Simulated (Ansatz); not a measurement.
```yaml
crystal:
  lattice:
    - [-3.13021, 0.00000, 0.00000]
    - [0.00000, -5.42168, 0.00000]
    - [0.07527, 0.00000, 5.01804]
  atoms:
    - { symbol: Al, position: [0.50081, 0.83333, 0.49925] }
    - { symbol: Al, position: [0.00081, 0.33333, 0.49925] }
    - { symbol: Al, position: [0.00081, 0.66667, 0.99925] }
    - { symbol: Al, position: [0.50081, 0.16667, 0.99925] }
    - { symbol: N, position: [0.49919, 0.83336, 0.88075] }
    - { symbol: N, position: [0.99919, 0.33336, 0.88075] }
    - { symbol: N, position: [0.99919, 0.66664, 0.38075] }
    - { symbol: N, position: [0.49919, 0.16664, 0.38075] }
```

Space group Cc; a structure from a database of computed crystals, not necessarily the ambient phase.

The calculation used Ansatz, DFT PBE, scalar-relativistic, plane waves, PAW.

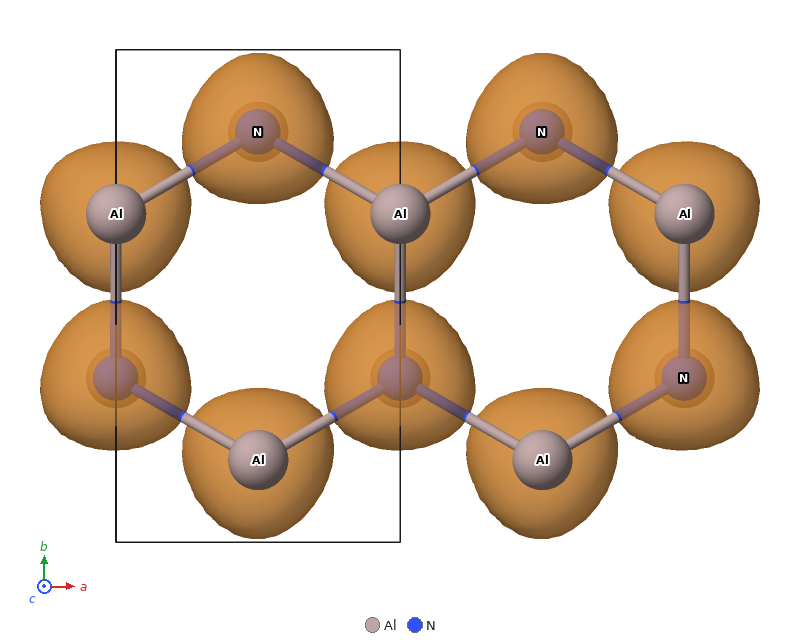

AlN. Isosurface of the valence pseudo-density at 0.8 e/Å³ (orange), seen along the c axis. Sticks mark near contacts.

The density is the valence pseudo-density of a PAW calculation; it isn't the true density close to the nuclei.

> How is the density connected at this value?

At this value the density breaks into separate islands; it holds about 50 % of the electrons treated as valence. It bridges none of the near contacts. It is pinched off along the sampled Al–N (1.90 Å) contacts. On the grid the lowest density along these lines, outside the cores, is 0.56 e/Å³ (Al–N, 1.90 Å).
